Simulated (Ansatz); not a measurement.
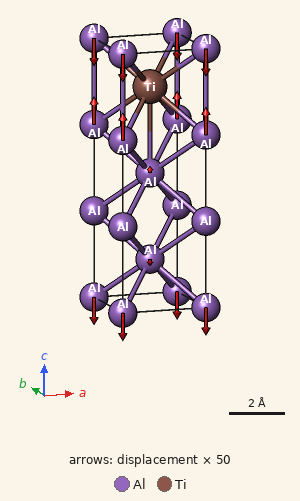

A relaxation of solid TiAl5 (set up in P4/mmm). The starting structure is drawn; red arrows show the displacements (the part carried along by the change of the cell is left out), magnified 50 times.

The picture is a ball-and-stick view of the cell of the calculation, seen slightly off an axis.

Case: superlattice of 5 and 1 planes along [0 0 1].

All numbers below come from Ansatz, DFT PBEsol, scalar-relativistic, plane waves, PAW.

Input file:
```yaml
crystal:
  lattice:
    - [3.2124590049, 0.0, 0.0]
    - [0.0, 3.2124590049, 0.0]
    - [0.0, 0.0, 9.6373770147]
  atoms:
    - { symbol: Al, position: [0.0, 0.0, 0.0] }
    - { symbol: Al, position: [0.5, 0.5, 0.1666666667] }
    - { symbol: Al, position: [0.0, 0.0, 0.3333333333] }
    - { symbol: Al, position: [0.5, 0.5, 0.5] }
    - { symbol: Al, position: [0.0, 0.0, 0.6666666667] }
    - { symbol: Ti, position: [0.5, 0.5, 0.8333333333] }
basis:
  ecutwfc: 420
kpoints:
  mp_grid: { grid: [12, 12, 4] }
hamiltonian:
  xc: pbesol
scf:
  occupations: { method: gaussian, width: 0.1 }
output:
  forces: true
  stress: true
  eigenvalues: true
  populations: true
relax:
  adjacent_minimum: "off"
  f_tol: 0.01
  max_steps: 45
  cell: { stress_tol: 0.05 }
```

Run as
```bash
ansatz run input.yaml --threads 2 --pin off --max-ram 5120MiB --backend cpu --events-out ev --progress --plain --runs-dir out
```

Q: Atoms of which element are displaced furthest, and by how much?

A: Aluminium: up to 0.021 Å, against 0.000 Å for titanium.

Q: What happened in the run?

A: Over 8 accepted moves (10 points after the start) the energy falls by 78.9 meV per atom. Largest force component: 0.23 eV/Å at the start, 0.00039 eV/Å at the end. Pressure: −2.31 GPa at the start and 0.00 GPa at the end. The SCF was repeated twice at an unchanged geometry on a basis and grid sized afresh for the cell, which shifted the energy by 0.9 meV per atom at most. The largest moves relative to the cell, 0.021 Å, are those of Al1 and Al5. Al5 goes along +c. Ti stays in place. The volume changes by −1.7 %, with a = b 3.212 → 3.425 Å (+6.6 %), c 9.637 → 8.331 Å (−13.6 %). Among the contacts that change: Al1–Al5 3.212 → 2.735 Å, Al2–Ti6 3.212 → 2.772 Å, Al2–Al4 3.212 → 2.788 Å, Al1–Al3 3.212 → 2.798 Å. The space group stays P4/mmm (No. 123).
